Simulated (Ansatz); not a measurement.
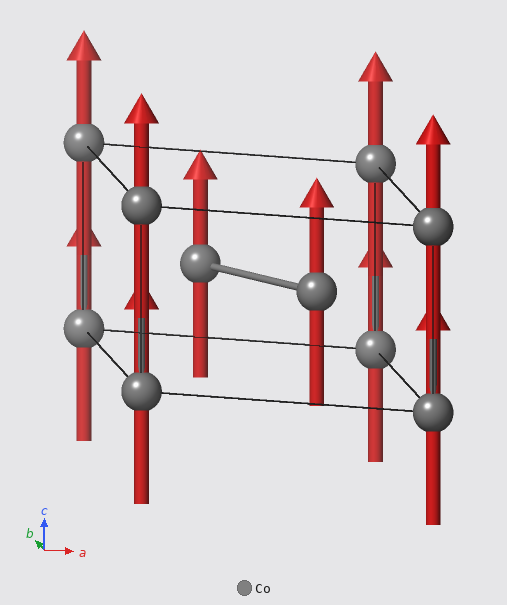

The figure gives a ball-and-stick picture of the atoms, viewed slightly off an axis. The simulation cell is drawn as a box. Arrows are the site magnetic moments above 0.25 μB; longer means larger, and red and blue are up and down (without spin-orbit coupling the axis itself is arbitrary).

This is the state reached for Co. Setup: Ansatz, DFT PBE, scalar-relativistic, plane waves, PAW; plane waves to 420 eV, a 15×15×18 sampling of the Brillouin zone, Gaussian smearing of 0.1 eV, collinear spins.

Q: What magnetic order is shown?

A: Ferromagnetic (within this cell). Site moments: 3 Co +1.7 μB. The net spin moment of the whole cell is 4.9 μB.

The model was built from a textbook structure type filled with this element (whether it is the usual form wasn't checked). It is drawn as it came out of a relaxation with DFT PBE, scalar-relativistic, plane waves, PAW (Ansatz).
